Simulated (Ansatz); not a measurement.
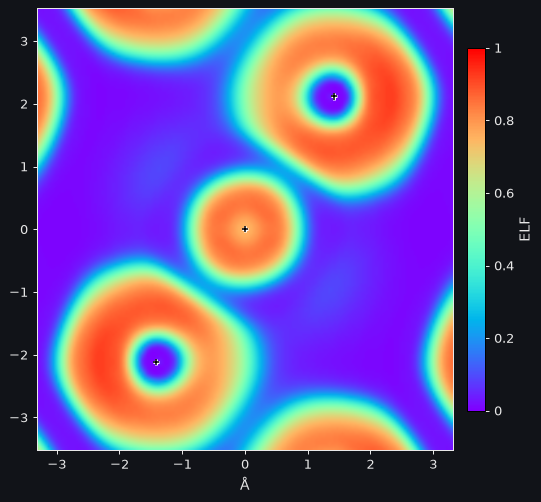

The electron localisation function on a plane through atoms (crosses mark nuclei in the plane).

These are results of DFT, r2SCAN, plane waves, PAW (Ansatz), not measurements.

Candidates:
A. HfS₂, a = 3.67 Å, b = 3.67 Å, c = 5.94 Å, α = 90.00°, β = 90.00°, γ = 120.00°. Space group P-3m1; started from the 1T (CdI2) bulk prototype, which need not be the ambient phase; changed on purpose from its base cell (hydrostatic strain +1.0%).
B. Mg₂Ge, a = 6.24 Å, b = 6.24 Å, c = 6.24 Å, α = 90.00°, β = 90.00°, γ = 90.00°. Space group Fm-3m; started from the antifluorite prototype, which need not be the ambient phase; changed on purpose from its base cell (hydrostatic strain -2.0%); computed pressure about 4 GPa in this cell.

Question: Which system is this?

Answer: Candidate A: HfS₂ on the (110) plane of the conventional cell, which holds Hf and S. Hf–S (2.55 Å): the ELF peaks at about 0.85 in the valence shell of S, 0.8 Å from its nucleus, and is about 0.40 at the midpoint.
